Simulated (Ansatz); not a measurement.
BaS

The calculation's input:

```
crystal:
  lattice:
    - [0.0, 3.2143926808, 3.2143926808]
    - [3.2143926808, 0.0, 3.2143926808]
    - [3.2143926808, 3.2143926808, 0.0]
  atoms:
    - { symbol: Ba, position: [0.0, 0.0, 0.0] }
    - { symbol: S, position: [0.5, 0.5, 0.5] }
basis:
  ecutwfc: 420
kpoints:
  mp_grid: { grid: [8, 8, 8] }
hamiltonian:
  xc: lda
scf:
  occupations: { method: gaussian, width: 0.02 }
output:
  forces: true
  stress: true
  eigenvalues: true
  write_density: true
  write_potential: true
  elf: true
  volumetric_format: npy
relax:
  adjacent_minimum: "off"
  f_tol: 0.005
  max_steps: 50
  cell: { stress_tol: 0.05 }
```

Command:

```sh
ansatz run input.yaml --threads 1 --pin off --max-ram 2560MiB --backend cpu --events-out ev --progress --plain --runs-dir out
```

Below, planes, directions and counts refer to the conventional cell (a = 6.27 Å, b = 6.27 Å, c = 6.27 Å, α = 90.00°, β = 90.00°, γ = 90.00°).

The fields are those of the relaxed geometry.

Space group Fm-3m.

Theory: Ansatz, DFT LDA, scalar-relativistic, plane waves, PAW.

Q: What can the converged valence pseudo-density and electron localisation function tell about the bonding?

A: Ba–S (3.14 Å): the density is about 0.17 e/Å³ at the midpoint; the ELF peaks at about 0.85 in the valence shell of S, 0.9 Å from its nucleus, and drops to about 0.15 between the two atoms (a closed-shell, largely ionic contact).

Q: Does the calculation make it a metal, or give it a gap?

A: It is gapped, with a Kohn–Sham gap of 1.9 eV on the k-point mesh, an upper bound to the gap of this method.

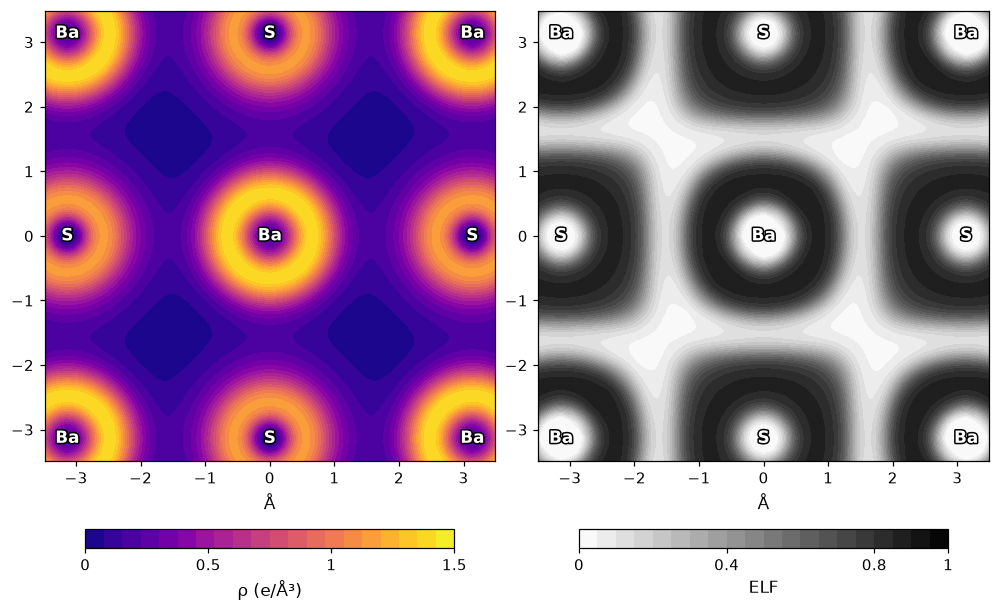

Computed valence pseudo-density and electron localisation function on the (100) plane of the conventional cell, in this order. 

In a PAW calculation such maps are meaningful between the atoms, not at the nuclei.
